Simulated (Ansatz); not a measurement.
# ZnGa4O2: what the fields show

```
CELL_PARAMETERS angstrom
4.35606 0.00000 0.00000
0.00000 4.35606 0.00000
0.00000 0.00000 12.48269
ATOMIC_POSITIONS crystal
Zn 0.00000 0.00000 0.00000
Zn 0.50000 0.50000 0.50000
Ga 0.28837 0.71163 0.14222
Ga 0.78837 0.21163 0.64222
Ga 0.71163 0.28837 0.14222
Ga 0.21163 0.78837 0.64222
Ga 0.28837 0.28837 0.85778
Ga 0.78837 0.78837 0.35778
Ga 0.21163 0.21163 0.35778
Ga 0.71163 0.71163 0.85778
O 0.50000 0.00000 0.25000
O 0.00000 0.50000 0.75000
O 0.00000 0.50000 0.25000
O 0.50000 0.00000 0.75000
```

Space group I-42m; a generated structure, not necessarily the stable one.

The calculation used DFT PBE, scalar-relativistic, plane waves, PAW (Ansatz 0.2.0).

Core electrons are frozen (PAW), and the valence fields are smoothed inside the atomic spheres.

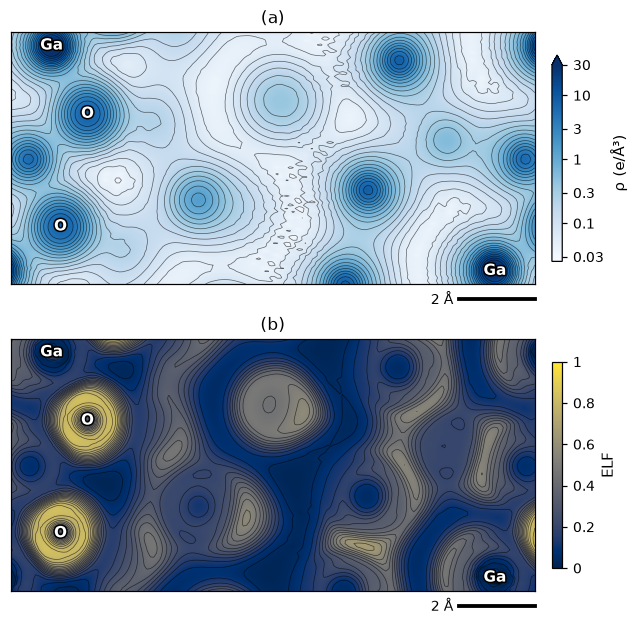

Figure 1. (a) valence charge density (pseudo); (b) ELF on the (111) plane of the conventional cell.

**Describe what can be read from this map.**

The section cuts through Ga and O sites.
Atoms just off the plane (Zn, 0.7 Å away and Ga, 0.4 Å away) can leave unmarked features too.
Ga–O (2.06 Å): the density is about 0.52 e/Å³ at the midpoint; the ELF peaks at about 0.85 in the valence shell of O, 0.6 Å from its nucleus, and is about 0.30 at the midpoint: no localised pair shows between them.
Between the atoms the lowest density in this plane is 0.03 e/Å³.
The features right at Ga lie inside the PAW spheres, where the map follows smoothed inner orbitals and isn't to be read closely.

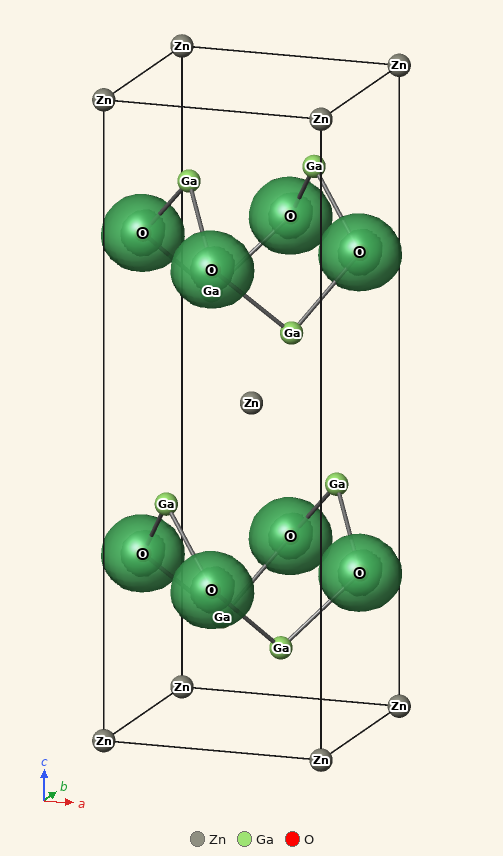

Figure 2. Isosurface of the electron localisation function at 0.75 (green), seen at an oblique angle. Only the valence region is drawn (cores and ρ < 0.01 e/Å³ removed). Sticks mark near contacts.

**Identify the bonds, lone pairs and shells in this picture.**

The surface consists of four regions wrapped around O (the valence shell of each), counted in one cell of 14 atoms. Regions shared between cells count once.


 Zn–Ga (2.51 Å): the ELF reaches about 0.55 near the midpoint.

**Metal or insulator at this level of theory?**

It is gapless in this calculation (a metal or semimetal).

**Which way does charge flow, and how much by Bader's partition?**

Electrons move from Ga towards O. Bader charges: Zn −0.02, Ga +0.64 and O −1.26 e.
